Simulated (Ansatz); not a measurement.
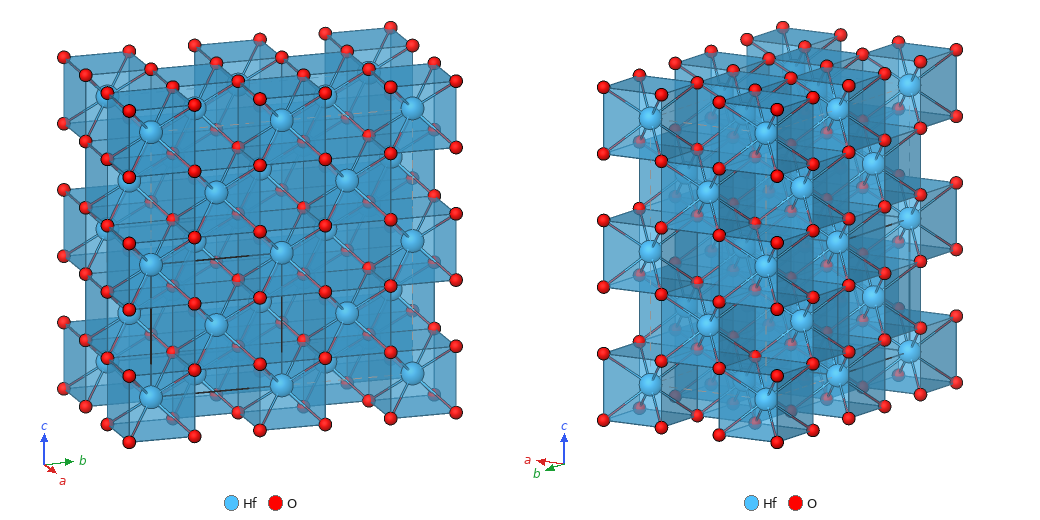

Polyhedra are drawn about Hf (bonds: Hf–O below 2.5 Å); other atoms are plain spheres. Two views of the same piece.

HfO2 (space group Fm-3m, No. 225): the end point of a relaxation with Ansatz, DFT, r2SCAN, plane waves, PAW.

What figure surrounds each Hf atom, and what does it share with the other drawn polyhedra?

Hf: HfO8 cube, sharing edges with twelve neighbours.

What is the connectivity of the polyhedra: isolated, groups, chains, layers or framework?

They form a three-dimensional framework of edge-sharing cubes.

How far apart are the centres of linked polyhedra?

Centre to centre across a shared edge: 3.58 Å.
